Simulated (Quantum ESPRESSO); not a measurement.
# SrO (Fm-3m): phonon deformation potentials, worked out

Aim: the phonon deformation potentials p and q of SrO (Fm-3m), tested on a biaxially strained cell.

Main program and level: Quantum ESPRESSO 7.5; DFT LDA, scalar-relativistic, plane waves, JTH PAW pseudopotentials.

The database entry behind the starting cell differs from later determinations by our own check (about 0.5 % short), so it need not match the best structure at ambient conditions.

## (1) The relaxed structure

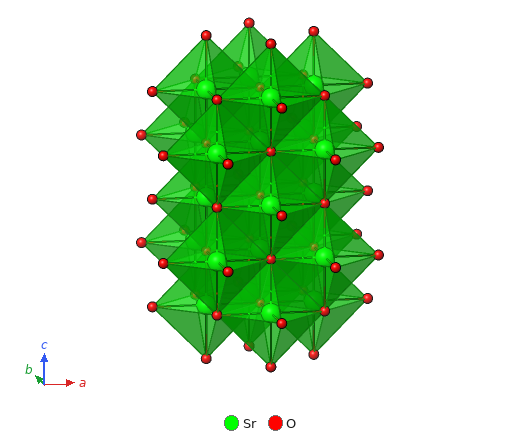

The starting structure, seen slightly off an axis (strontium green, oxygen red). 1×1×2 cells are drawn. This picture shows the conventional cell, with its axes. Some periodic images of atoms are drawn too.

Structure file:

```xyz
2
Lattice="-2.5306 0.0000 2.5306 0.0000 2.5306 2.5306 -2.5306 2.5306 0.0000" Properties=species:S:1:pos:R:3 pbc="T T T"
Sr   -2.5306    2.5306    2.5306
O     0.0000    0.0000    0.0000
```

This is the cell after its relaxation at this level of theory, not the database cell from which that began.

## (2) Uniaxial strain

The relaxed cell is stretched along z alone. This keeps all atoms on sites fixed by symmetry and splits the threefold mode into a singlet, polarised along z, and a doublet. The macroscopic field is left out, so these are transverse modes. Cutoff 60 Ry, k mesh 8×8×8.

From the response at ε_zz = 0.01:

The program printed:

```text
[banners, grids, parts of the stress and lines that vanish by symmetry left out]
Program PHONON v.7.5
     Reading xml data from directory:

[...]
Exchange-correlation= PW
                           (   1   4   0   0   0   0   0)
[...]
kinetic-energy cut-off    =      60.0000  Ry
     charge density cut-off    =     480.0000  Ry
     convergence threshold     =      1.0E-18
[...]
Exchange-correlation= PW
                           (   1   4   0   0   0   0   0)
[...]
q = (   0.0000000   0.0000000   0.0000000 )
     17 Sym.Ops. (with q -> -q+G )
     G cutoff =  561.6957  (  39285 G-vectors)     FFT grid: ( 48, 48, 48)
     G cutoff =  280.8479  (  13883 G-vectors)  smooth grid: ( 36, 36, 36)
     number of k points=    59
[...]
Mode symmetry, D_4h(4/mmm) point group:
[...]
Representation #   1 mode #   1
[...]
End of self-consistent calculation
     Convergence has been achieved
     Representation #   2 mode #   2
[...]
End of self-consistent calculation
     Convergence has been achieved
     Representation #   3 modes #   3   4
[...]
End of self-consistent calculation
     Convergence has been achieved
     Representation #   4 modes #   5   6
[...]
End of self-consistent calculation
     Convergence has been achieved
[...]
q = (    0.000000000   0.000000000   0.000000000 )
[...]
freq (    1) =      -0.023783 [THz] =      -0.793331 [cm-1]
     freq (    2) =       0.003689 [THz] =       0.123065 [cm-1]
     freq (    3) =       0.003689 [THz] =       0.123065 [cm-1]
     freq (    4) =       5.735509 [THz] =     191.315984 [cm-1]
     freq (    5) =       6.544288 [THz] =     218.293959 [cm-1]
     freq (    6) =       6.544288 [THz] =     218.293959 [cm-1]
[...]
Mode symmetry, D_4h(4/mmm) point group:
     freq (   1-   1) =         -0.8  [cm-1]   --> A_2u X_4' M_4'  I
     freq (   2-   3) =          0.1  [cm-1]   --> E_u  X_5' M_5'  I
     freq (   4-   4) =        191.3  [cm-1]   --> A_2u X_4' M_4'  I
     freq (   5-   6) =        218.3  [cm-1]   --> E_u  X_5' M_5'  I

   JOB DONE.
```

| ε_zz | singlet (cm⁻¹) | doublet (cm⁻¹) | σ_zz (GPa) | σ_xx (GPa) |
| --- | --- | --- | --- | --- |
| -0.01 | 239.84 | 212.07 | -1.995 | -0.297 |
| -0.005 | 227.64 | 213.88 | -0.844 | -0.028 |
| 0 | 215.55 | 215.55 | 0.235 | 0.235 |
| 0.005 | 203.43 | 217.01 | 1.247 | 0.491 |
| 0.01 | 191.32 | 218.29 | 2.195 | 0.743 |

Stress is counted positive in tension.

## (3) The fit

To first order ω² − ω₀² = p ε_zz + q (ε_xx + ε_yy) for the mode along z, and likewise for x and y. With ε_zz alone the singlet gives p and the doublet q.

The linear terms of parabolas through ω² are p = -22.50 ω₀² and q = 2.89 ω₀², with ω₀ = 215.6 cm⁻¹. Those of the stresses are C11 = 209 GPa and C12 = 52 GPa. Under hydrostatic strain p and q imply γ = −(p + 2q)/(6 ω₀²) = 2.79.

A layer held to an in-plane strain ε and free along z takes ε_zz = −2 (C12/C11) ε = -0.496 ε. To first order the singlet then shifts by (q − p C12/C11) ε / ω₀ = 1826 ε cm⁻¹. For ε = -0.006, ε_zz = 0.00298, the formulas for ω² predict 204.30 cm⁻¹ for the singlet and 228.76 cm⁻¹ for the doublet.

## (4) A biaxially strained cell

This run was no part of the fit.

The program printed:

```text
[banners, grids, parts of the stress and lines that vanish by symmetry left out]
[banner, memory and clock lines left out]
Program PHONON v.7.5

[...]
Exchange-correlation= PW
                           (   1   4   0   0   0   0   0)
[...]
kinetic-energy cut-off    =      60.0000  Ry
     charge density cut-off    =     480.0000  Ry
     convergence threshold     =      1.0E-18
[...]
Exchange-correlation= PW
                           (   1   4   0   0   0   0   0)
[...]
q = (   0.0000000   0.0000000   0.0000000 )
     17 Sym.Ops. (with q -> -q+G )
     G cutoff =  554.4399  (  38557 G-vectors)     FFT grid: ( 48, 48, 48)
     G cutoff =  277.2199  (  13627 G-vectors)  smooth grid: ( 36, 36, 36)
     number of k points=    59
[...]
Mode symmetry, D_4h(4/mmm) point group:
[...]
Representation #   1 mode #   1
[...]
End of self-consistent calculation
     Convergence has been achieved
     Representation #   2 mode #   2
[...]
End of self-consistent calculation
     Convergence has been achieved
     Representation #   3 modes #   3   4
[...]
End of self-consistent calculation
     Convergence has been achieved
     Representation #   4 modes #   5   6
[...]
End of self-consistent calculation
     Convergence has been achieved
[...]
q = (    0.000000000   0.000000000   0.000000000 )
[...]
freq (    1) =      -0.014581 [THz] =      -0.486359 [cm-1]
     freq (    2) =       0.019303 [THz] =       0.643875 [cm-1]
     freq (    3) =       0.019303 [THz] =       0.643875 [cm-1]
     freq (    4) =       6.120014 [THz] =     204.141704 [cm-1]
     freq (    5) =       6.867954 [THz] =     229.090296 [cm-1]
     freq (    6) =       6.867954 [THz] =     229.090296 [cm-1]
[...]
Mode symmetry, D_4h(4/mmm) point group:
     freq (   1-   1) =         -0.5  [cm-1]   --> A_2u X_4' M_4'  I
     freq (   2-   3) =          0.6  [cm-1]   --> E_u  X_5' M_5'  I
     freq (   4-   4) =        204.1  [cm-1]   --> A_2u X_4' M_4'  I
     freq (   5-   6) =        229.1  [cm-1]   --> E_u  X_5' M_5'  I
```

| mode | predicted (cm⁻¹) | run (cm⁻¹) |
| --- | --- | --- |
| singlet | 204.30 | 204.14 |
| doublet | 228.76 | 229.09 |

The stress along z is 0.225 GPa and that in the plane -1.237 GPa; the unstrained cell carries 0.235 GPa.

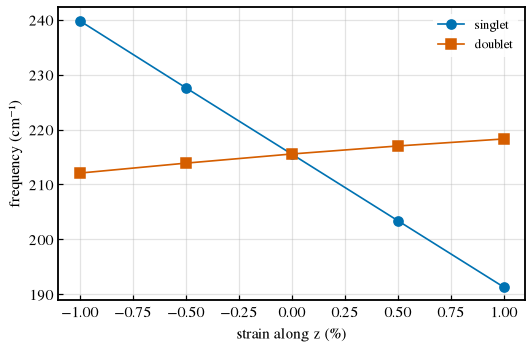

The two components under uniaxial strain.

## (5) Outcome

```
p (in units of the squared frequency)           : -22.50
q (same units)                                  : 2.885
shift of the singlet per unit of biaxial strain : 1826 cm⁻¹
C11 and C12                                     : 209 and 52 GPa
```

To first order, one per cent of tensile biaxial strain moves the singlet of SrO (Fm-3m) by 18.3 cm⁻¹ and the doublet by -22.7 cm⁻¹; the formulas miss the test run by up to 0.33 cm⁻¹. In the rock-salt structure this mode is infrared active and has no first-order Raman line. The third potential, r, needs shear strain, which was not run. These are harmonic values at zero temperature.

[Host names and launcher messages were left out of these logs when they were recorded.]

[Logs are printed without paths, hosts, clocks, repeated set-up lines and the standing remarks that a program may print on its own settings, such as how far it seeks lower states.]

[Hosts, paths, dates, database ids (printed as entryN), source tags and the programs' standing remarks are cut or masked in the printed files.]
